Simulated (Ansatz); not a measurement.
Hf₇S

```cif
data_structure
_symmetry_space_group_name_H-M 'P 1'
_symmetry_Int_Tables_number 1
_cell_length_a 3.1198
_cell_length_b 3.1198
_cell_length_c 17.9519
_cell_angle_alpha 90.000
_cell_angle_beta 90.000
_cell_angle_gamma 120.000
_cell_volume 151.32
loop_
_atom_site_label
_atom_site_type_symbol
_atom_site_fract_x
_atom_site_fract_y
_atom_site_fract_z
_atom_site_occupancy
Hf1 Hf 0.33333 0.66667 0.09929 1
Hf2 Hf 0.33333 0.66667 0.90071 1
Hf3 Hf 0.66667 0.33333 0.76735 1
Hf4 Hf 0.33333 0.66667 0.36651 1
Hf5 Hf 0.66667 0.33333 0.50000 1
Hf6 Hf 0.66667 0.33333 0.23265 1
Hf7 Hf 0.33333 0.66667 0.63349 1
S1 S 0.00000 0.00000 0.00000 1
```

Space group P-6m2; a generated structure, not necessarily the stable one; changed on purpose from its base cell (volume × 0.88, shape and atoms relaxed); computed pressure about 18 GPa in this cell.

Computed with Ansatz, DFT PBE, scalar-relativistic, plane waves, PAW.

Core electrons are frozen (PAW), and the valence fields are smoothed inside the atomic spheres.

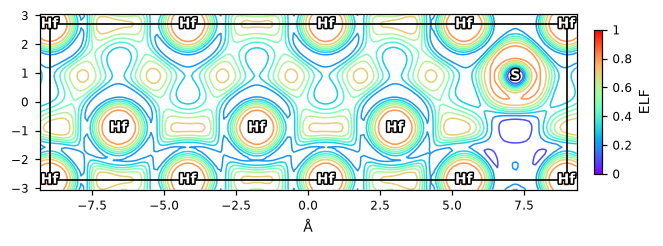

Figure 1. ELF on the (110) plane of the conventional cell.

What do the fields say about this system?

Atoms in the plane: Hf and S.
Hf–S (2.53 Å): the ELF peaks at about 0.85 in the valence shell of S, 0.8 Å from its nucleus, and is about 0.25 at the midpoint; no shared electron pair shows on this line.
Hf–Hf (3.00 Å): the ELF is about 0.20 at the midpoint: no shared electron pair shows on this line.
The ELF has a maximum of about 0.80 in the space between the atoms, 1.8 Å from four Hf atoms, on no atom or two-centre bond.
The features right at Hf lie inside the PAW spheres, where the map follows smoothed inner orbitals and isn't to be read closely.

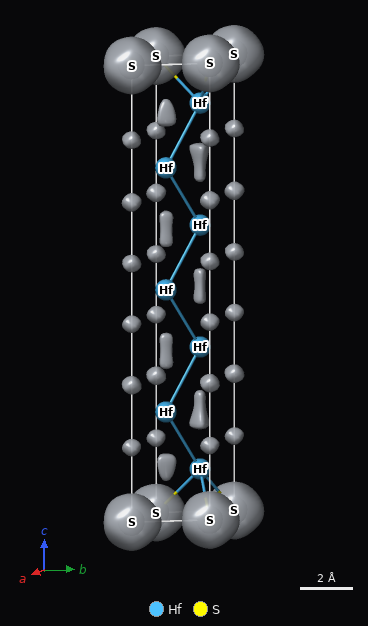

Figure 2. Isosurface of the electron localisation function at 0.65 (grey), seen slightly off an axis. Core shells and regions of very low density are left out. Sticks mark near contacts.

Describe the localisation domains.

At this value the surface marks out one region wrapped around S (its valence shell) and 13 pockets between the atoms, centred on no nucleus (multi-centre or interstitial), counted in one cell of 8 atoms. Any copies at cell faces, edges or corners count once.

Metal or insulator at this level of theory?

It is metallic or semimetallic at this level of theory: no gap opens.
